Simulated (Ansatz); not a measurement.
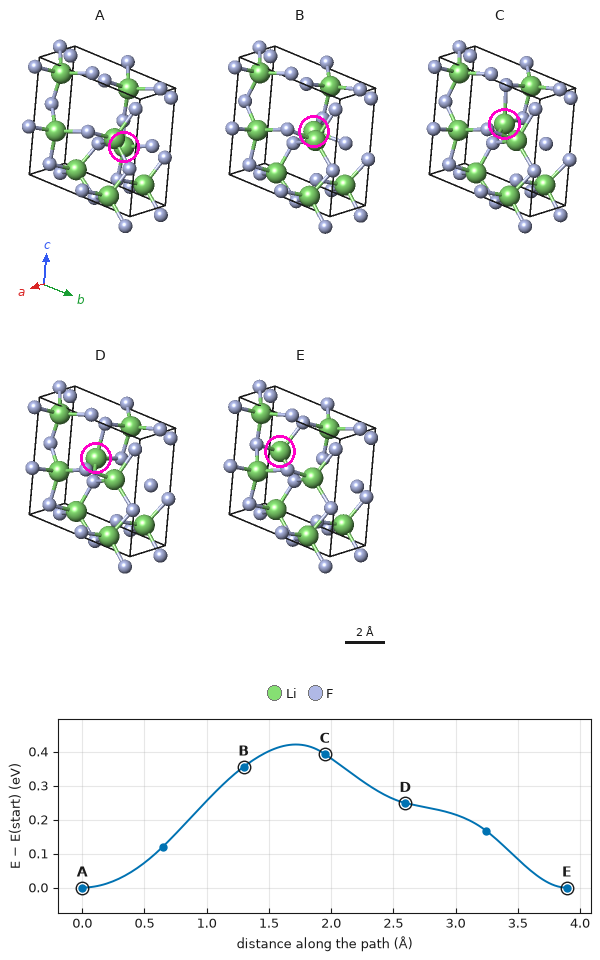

NEB run on a defect cell of composition Li$_{7}$F$_{8}$ (cell charge −1) with a Li vacancy (15 atoms in the cell). Images are numbered from 0 (start) to 6 (end). Frames A to E are images 0, 2, 3, 4, 6. The picture is a ball-and-stick view of the simulation cell (origin moved), seen slightly off an axis. The moving atom is ringed, with any periodic copies. Bonds to atoms that aren't drawn are left out.

Level of theory: DFT PBE, scalar-relativistic, plane waves, PAW in Ansatz 0.2.0. Set-up: plane-wave cutoff 420 eV; k-point mesh 4 × 4 × 4; Gaussian smearing 0.05 eV; 5 movable images; no climbing image; force threshold 0.05 eV/Å; iteration limit 60.

Q: Read off the barrier and say what moves.

A: It is a vacancy jump: a nearby atom moves into the empty site and leaves its own site empty. A Li atom travels furthest, 3.03 Å from end to end, roughly along [0 −3 1], on a path that bends up to 0.40 Å away from the straight line. At the highest image its nearest neighbour (F) is 1.79 Å away, against 1.83 Å at the start, and the surrounding atoms stand up to 0.49 Å off the mean of their end positions. The two ends have the same energy, and the highest point, image 3, lies 0.39 eV above the start. The band converged in 11 iterations. The largest component of the band force went from 12 to 0.034 eV/Å. No image climbed, so the highest image needn't lie on the saddle point, and the true maximum along this path can be higher.

Limits of the set-up: the periodic images lie only 5.8 Å apart, so the values are limited by the cell's size; the cell is charged, on a uniform background, and energies carry no finite-size correction.

Cost: 8.2 min on 4 threads of Arm Neoverse V1, with other jobs on the host, peak memory 1.6 GiB.
